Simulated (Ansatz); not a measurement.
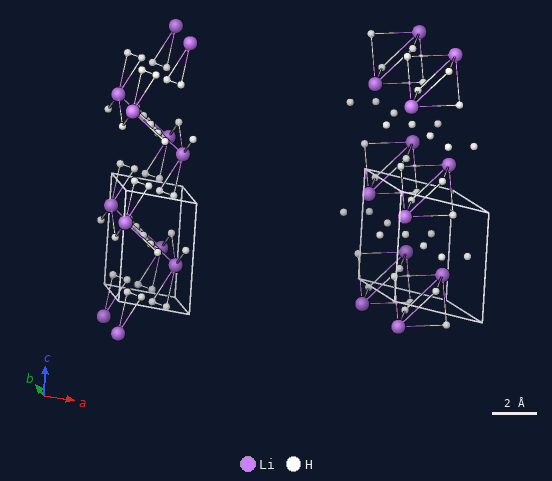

Two geometries of a crystal of Li2H7 (a generated structure, set up in C2/m) (coarse preliminary run), drawn at one scale. One is the start of a relaxation, the other its converged end. A ball-and-stick model of the cell of the calculation, repeated 1 × 2 × 2 with one cell outlined, seen slightly off an axis.

Level of theory: DFT PBE, scalar-relativistic, plane waves, PAW in Ansatz 0.2.0. Settings: plane-wave cutoff 420 eV; k-point mesh 6 × 6 × 4; occupations gaussian; smearing width 0.1 eV; no spin polarisation; cell and atoms relaxed; force threshold 0.04 eV/Å; at most 70 steps.

**Which geometry has the lower energy?**

The left one is the relaxed one. Over 19 accepted moves (21 points after the start) the energy falls by 6.238 eV per cell of the calculation. The largest force component goes from 0.21 to 0.011 eV/Å. The pressure goes from −12.12 to −0.03 GPa. The line search rejected the trial step at point 19 of the run. The SCF was repeated once at an unchanged geometry on a basis and grid sized afresh for the cell, which shifted the energy by 0.2 meV per cell of the calculation at most. The largest moves relative to the cell, 0.77 Å, are those of H atoms. By element the largest moves are H 0.77 Å, Li 0.40 Å. Cell: a = b 4.167 → 3.335 Å (−20.0 %), c 5.514 → 5.549 Å (+0.6 %), α 97.8° → 99.1°, β 97.8° → 99.1°, γ 120.9° → 96.4°. Volume −24.6 %. Near-neighbour distances that change, for instance: H–H 2.436 → 0.830 Å, H–Li 2.403 → 3.117 Å, H–Li 2.523 → 1.930 Å, Li–Li 2.842 → 2.277 Å. New bonds form: H–Li (2.52 → 1.93 Å). The space group stays C2/m (No. 12). The run took 74 s on 1 thread of Intel(R) Xeon(R) Processor @ 2.70GHz, on a shared host, peak memory 0.38 GiB.
